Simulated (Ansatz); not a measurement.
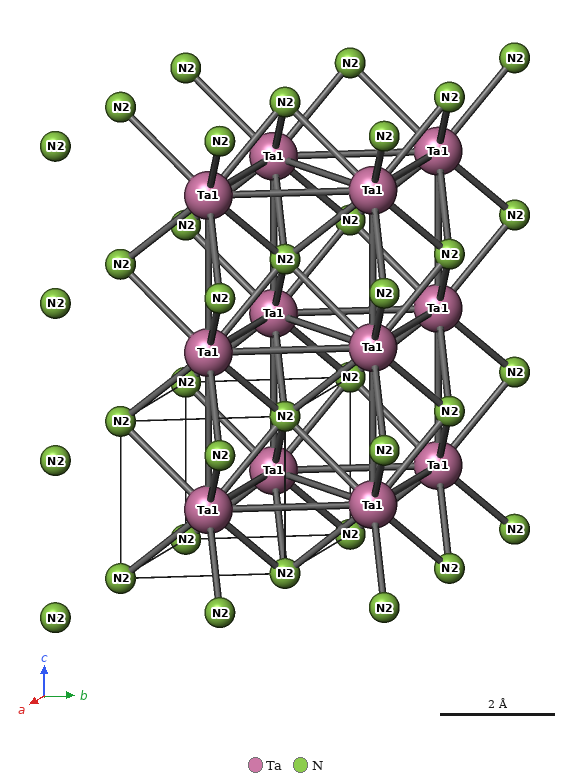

**Figure 1.** The structure (ball-and-stick view of the cell of the calculation, repeated 2 × 2 × 3, seen slightly off an axis; atoms are numbered from 1 in the order of the input). An atom can appear more than once, as a periodic image. Near neighbours in the periodic cell (some may lie outside the picture): Ta has 6 N at 2.22 Å and 8 Ta at 2.87 to 2.92 Å; N has 6 Ta at 2.22 Å.

# TaN: a changed input and its effect

System: TaN (P-6m2, 2 atoms in the cell).
Method of the first run: DFT PBEsol, scalar-relativistic, plane waves, PAW, no spin polarisation (Ansatz 0.2.0).

The structure derives from an entry of the Crystallography Open Database. Text and figures count atoms from 1; the logs count them from 0 in places.

### Input, the first run
```yaml
crystal:
  lattice:
    - [2.9239890447, 0.0, 0.0]
    - [-1.4619945224, 2.5322487931, 0.0]
    - [0.0, 0.0, 2.8707276427]
  atoms:
    - { symbol: Ta, position: [0.3333333333, 0.6666666667, 0.5] }
    - { symbol: "N", position: [0.0, 0.0, 0.0] }
basis:
  ecutwfc: 420
kpoints:
  mp_grid: { grid: [12, 12, 12] }
hamiltonian:
  xc: pbesol
scf:
  occupations: { method: gaussian, width: 0.1 }
output:
  forces: true
  stress: true
  eigenvalues: true
```

Command:
```bash
ansatz run input.yaml --threads 4 --pin off --max-ram 10240MiB --backend cpu --events-out ev --progress --plain --runs-dir out
```

Hardware: 4 threads of Intel Xeon (Granite Rapids), 32 GiB of memory available, shared host.

### Output, shortened to warnings, some set-up lines, iterations and results (the first run)
```
Basis set: ecut = 420 eV, 405 PW (Γ), exchange–correlation on 40×40×40 points (8 copies of the dense FFT grid, shifted against one another)
Symmetry: 12 space group operations
k-points: 133 of 1728 (time reversal used)
Initial density: superposition of atomic densities (neutral atoms: chi_scale 0, normalization atom), corrected by the library's trained network
[...]
SCF iter   1: F=—  HF=-10187.657492 eV  |F-HF|=—  |Δ(HF+E_count)|=         —  Δρ=1.75e-2  dr2=6.24e-2  ethr=1.77e-3  ⟨swp⟩=5.6  Hψ=8630  notcnv=0
SCF iter   2: F=—  HF=-10187.645858 eV  |F-HF|=—  |Δ(HF+E_count)|=   1.16e-2  Δρ=5.87e-3  dr2=7.03e-3  ethr=3.47e-4  ⟨swp⟩=1.7  Hψ=2891  notcnv=0
SCF iter   3: F=—  HF=-10187.644622 eV  |F-HF|=—  |Δ(HF+E_count)|=   1.24e-3  Δρ=8.65e-4  dr2=7.23e-5  ethr=3.91e-5  ⟨swp⟩=2.3  Hψ=2200  notcnv=0
SCF iter   4: F=—  HF=-10187.644643 eV  |F-HF|=—  |Δ(HF+E_count)|=   2.11e-5  Δρ=1.38e-4  dr2=1.57e-6  ethr=4.02e-7  ⟨swp⟩=2.2  Hψ=2273  notcnv=0
SCF iter   5: F=-10187.644643 eV  HF=-10187.644643 eV  |F-HF|=8.43e-9  |Δ(HF+E_count)|=   6.47e-7  Δρ=1.57e-5  dr2=1.51e-8  ethr=8.72e-9  ⟨swp⟩=2.7  Hψ=2700  notcnv=0
SCF iter   6: F=-10187.644643 eV  HF=-10187.644643 eV  |F-HF|=1.44e-10  |Δ(HF+E_count)|=   1.11e-8  Δρ=1.34e-6  dr2=2.65e-10  ethr=8.38e-11  ⟨swp⟩=2.1  Hψ=5804  notcnv=0
SCF 1 converged in 6 iterations: F = -10187.644643 eV  dr2 = 2.65e-10
SCF converged after 6 iterations
Free energy (F): -10187.644643 eV
Harris-Foulkes:  -10187.644643 eV  (|F-HF|=1.44e-10)
Internal energy: -10187.644378 eV  (E = F + TS)
E sigma→0 (E₀):  -10187.644511 eV
Entropy (-TS):   -0.000266 eV (-0.133 meV/atom)
Fermi energy:    20.439054 eV
--- Per-component energies (eV) ---
  E_band       = -49.163462
  E_kinetic    = 499.966324
  E_local      = -595.480320  (includes V_loc(G=0)·N_el)
  E_nonlocal   = 62.702272
  E_hartree    = 200.444590
  E_xc         = -278.241895
  E_vxc        = -282.106782  (∫ρ·V_xc dr)
  E_paw        = -8395.498225  (= ΣΔE_a)
  E_vpaw       = -135.134205  (= ΣTr[D̂ρ^β])
  E_aug_tail   = 0.000177  (compensation charges beyond the density's cutoff)
  E_ewald      = -1681.779046
  E_core_change = 0.241745  (= ΣΔE_core)
  E_smearing   = -0.000266  (= −TS)
  E_closure    = 0.000000  (closes the sum)
  Σ components = -10187.644643   (vs F -10187.644643, Δ=0.00e0)
--- Forces (eV/Å), atoms counted from 1 ---
  atom   1  Ta    -0.00000000    -0.00000000     0.00000000
  atom   2  N      0.00000000    -0.00000000     0.00000000
  max |Σ_I F_I| component: 5.18e-16 eV/Å
--- Stress (GPa, compression-positive) ---
       -0.032883      -0.000000       0.000000
       -0.000000      -0.032883       0.000000
        0.000000       0.000000       0.051683
  P = ⅓ Tr σ = -0.0047 GPa (-0.047 kbar)
```

The input of the second run differs as follows (lines with − go, lines with + come):
```diff
-    - { symbol: Ta, position: [0.3333333333, 0.6666666667, 0.5] }
-    - { symbol: "N", position: [0.0, 0.0, 0.0] }
+    - { symbol: Ta, position: [0.3333333333, 0.6666666667, 0.5], spin: 0.2 }
+    - { symbol: "N", position: [0.0, 0.0, 0.0], spin: 0.2 }
+  dispersion: d4
+magnetization:
+  spin_polarized: true
```

How does the second run compare with the first run?

The total energies belong to different models, so their difference says nothing on which is more stable or more accurate. The pressure goes from 0.00 to −2.83 GPa. With spin allowed, the absolute moment of the cell comes to 0.00 μB. The SCF takes 8 iterations against 6. The two runs start from different initial densities, which also moves the count.

### Output, shortened to warnings, some set-up lines, iterations and results (the second run)
```
WARN: the starting moments were not kept: the SCF closed with an absolute magnetisation of 1.8e-6 μB, where they sum to 0.4 μB in size (2 sites). That is at most 0.1 of that sum. Measured as dr2_m measures the in/out step, that magnetisation stands 1.2e-12 eV from none, at or under the dr2_threshold of 1.0e-7 eV: it is no larger than a step whose dr2_m would equal this threshold. The system may …
Basis set: ecut = 420 eV, 405 PW (Γ), exchange–correlation on 40×40×40 points (8 copies of the dense FFT grid, shifted against one another)
Symmetry: 12 space group operations
k-points: 133 of 1728 (time reversal used)
Initial density: superposition of atomic densities (chi_scale 0.1, normalization cell, long waves kept (reshape's long-wave potential 0.00 eV rms))
[...]
SCF iter   1: F=—  HF=-10185.245227 eV  |F-HF|=—  |Δ(HF+E_count)|=         —  Δρ=4.05e-2 (↑4.05e-2 ↓2.94e-2)  dr2=7.74e-1  dr2_m=3.19e-2  M=0.003 μB ∫|m|=0.012 μB  β_m=0.30  …
SCF iter   2: F=—  HF=-10186.098401 eV  |F-HF|=—  |Δ(HF+E_count)|=   8.53e-1  Δρ=2.45e-2 (↑2.45e-2 ↓1.90e-2)  dr2=2.59e-1  dr2_m=1.58e-2  M=0.002 μB ∫|m|=0.009 μB  β_m=0.52  …
SCF iter   3: F=—  HF=-10187.656562 eV  |F-HF|=—  |Δ(HF+E_count)|=    1.56e0  Δρ=8.21e-3 (↑6.65e-3 ↓8.21e-3)  dr2=3.56e-2  dr2_m=9.33e-4  M=0.000 μB ∫|m|=0.003 μB  β_m=0.76  …
SCF iter   4: F=—  HF=-10187.983936 eV  |F-HF|=—  |Δ(HF+E_count)|=   3.27e-1  Δρ=2.67e-3 (↑2.37e-3 ↓2.67e-3)  dr2=5.27e-3  dr2_m=3.37e-5  M=0.000 μB ∫|m|=0.001 μB  β_m=0.88  …
SCF iter   5: F=—  HF=-10188.007330 eV  |F-HF|=—  |Δ(HF+E_count)|=   2.34e-2  Δρ=2.47e-4 (↑2.47e-4 ↓2.32e-4)  dr2=4.07e-5  dr2_m=4.41e-8  M=0.000 μB ∫|m|=0.000 μB  β_m=0.85  …
SCF iter   6: F=—  HF=-10188.007312 eV  |F-HF|=—  |Δ(HF+E_count)|=   1.76e-5  Δρ=6.40e-5 (↑6.29e-5 ↓6.40e-5)  dr2=3.50e-6  dr2_m=1.59e-9  M=0.000 μB ∫|m|=0.000 μB  β_m=0.85  …
SCF iter   7: F=—  HF=-10188.007315 eV  |F-HF|=—  |Δ(HF+E_count)|=   2.76e-6  Δρ=3.86e-6 (↑3.86e-6 ↓3.65e-6)  dr2=8.45e-9  dr2_m=1.61e-10  M=-0.000 μB ∫|m|=0.000 μB  β_m=0.87 …
SCF iter   8: F=-10188.007315 eV  HF=-10188.007315 eV  |F-HF|=9.03e-9  |Δ(HF+E_count)|=   2.86e-8  Δρ=3.18e-6 (↑2.92e-6 ↓3.18e-6)  dr2=1.03e-8  dr2_m=9.99e-12  M=0.000 μB …
SCF 1 converged in 8 iterations: F = -10188.007315 eV  dr2 = 1.03e-8
WARN: the starting moments were not kept: the SCF closed with an absolute magnetisation of 1.8e-6 μB, where they sum to 0.4 μB in size (2 sites). That is at most 0.1 of that sum. Measured as dr2_m measures the in/out step, that magnetisation stands 1.2e-12 eV from none, at or under the …
SCF converged after 8 iterations
Magnetization: 0.0000 μB (9.0000 up, 9.0000 down)
Absolute magnetization: 0.0000 μB (∫|ρ↑−ρ↓|, with the PAW one-centre terms)
Spin contamination: 0.0000 ħ² per cell (⟨S²⟩ above its minimum at these occupations)
Per-site moments (μB) at R_I (Å): [(-2.4707032747631037e-7, 0.9140550704126457), (7.167612191895213e-7, 0.9140550704126457)]
Free energy (F): -10188.007315 eV
Harris-Foulkes:  -10188.007315 eV  (|F-HF|=9.03e-9)
Internal energy: -10188.007049 eV  (E = F + TS)
E sigma→0 (E₀):  -10188.007182 eV
Entropy (-TS):   -0.000266 eV (-0.133 meV/atom)
Fermi energy:    20.439078 eV
--- Per-component energies (eV) ---
  E_band       = -49.163033
  E_kinetic    = 499.966250
  E_local      = -595.480158  (includes V_loc(G=0)·N_el)
  E_nonlocal   = 62.702417
  E_hartree    = 200.444296
  E_xc         = -278.241862
  E_vxc        = -282.106759  (∫ρ·V_xc dr)
  E_paw        = -8395.498197  (= ΣΔE_a)
  E_vpaw       = -135.134207  (= ΣTr[D̂ρ^β])
[...]
```

### The two runs side by side

```tsv
quantity	the first run	the second run
outcome	converged	converged
free energy per atom (eV)	−5093.8223	−5094.0037
gap on the mesh (eV)	0.00	0.00
pressure (GPa)	0.00	−2.83
largest force (eV/Å)	0.000	0.000
SCF iterations	6	8
irreducible k-points	133	133
plane waves at Γ	405	405
net moment of the cell (μB)	–	0.00
absolute moment of the cell (μB)	–	0.00
wall time (shared host)	0.65 s	1.7 s
```

For both runs: Spin–orbit coupling is left out, which matters for Ta. For the second run: Warnings: some starting moments were not kept.
